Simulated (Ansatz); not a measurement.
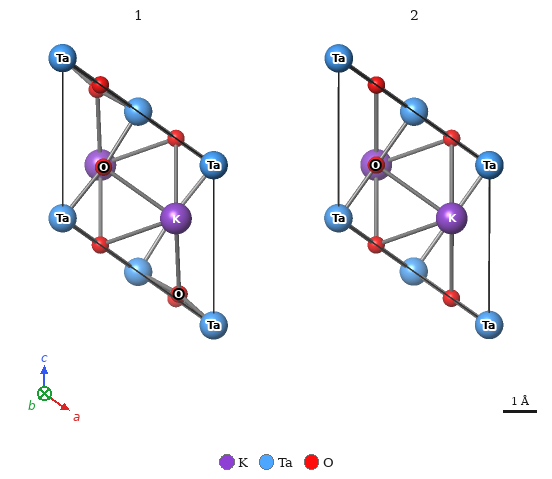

Two geometries of solid KTaO$_{3}$ (built on the SrTiO3-140 type type), drawn at one scale. One is the start of a relaxation, the other its converged end. A ball-and-stick model of the cell of the calculation, seen along the b axis.

Level of theory: DFT, PBEsol, plane waves, PAW in Ansatz 0.2.0. (plane-wave cutoff 420 eV; k-point mesh 6 × 6 × 6; occupations fermi dirac; smearing width 0.03 eV; no spin polarisation; cell and atoms relaxed; force threshold 0.01 eV/Å; at most 120 steps)

### Which one is relaxed?

Structure 2 is the relaxed one. The largest moves relative to the cell, 0.17 Å, are those of O atoms. K and Ta stay in place. The drawn cell changes as follows: a = b = c 5.654 → 5.636 Å (−0.3 %), α 120.2° → 120.0°, β 120.2° → 120.0°, γ 89.7° → 90.0°; the volume changes by −0.7 %. Among the contacts that change: K–O 2.947 → 2.818 Å, K–O 2.712 → 2.818 Å, O–Ta 2.001 → 1.993 Å, K–Ta 3.460 → 3.451 Å. Bond angles that change, for instance: Ta–O–Ta 170.4° → 180.0°, K–O–K 95.3° → 90.0°, K–O–K 175.2° → 180.0°. The space group (tolerance 0.01 Å) goes from I4/mcm (No. 140) to Pm-3m (No. 221). After 5 accepted moves (7 points after the start) the energy has fallen by 83.3 meV per cell of the calculation. The largest force component goes from 0.18 to under 0.0001 eV/Å. Pressure: −2.20 GPa at the start and 0.00 GPa at the end. The SCF was repeated twice at an unchanged geometry on a basis and grid sized afresh for the cell, which shifted the energy by 2.9 meV per cell of the calculation at most. Cost: 21 s on 4 threads of Arm Neoverse V1, with other jobs on the host, peak memory 0.48 GiB.
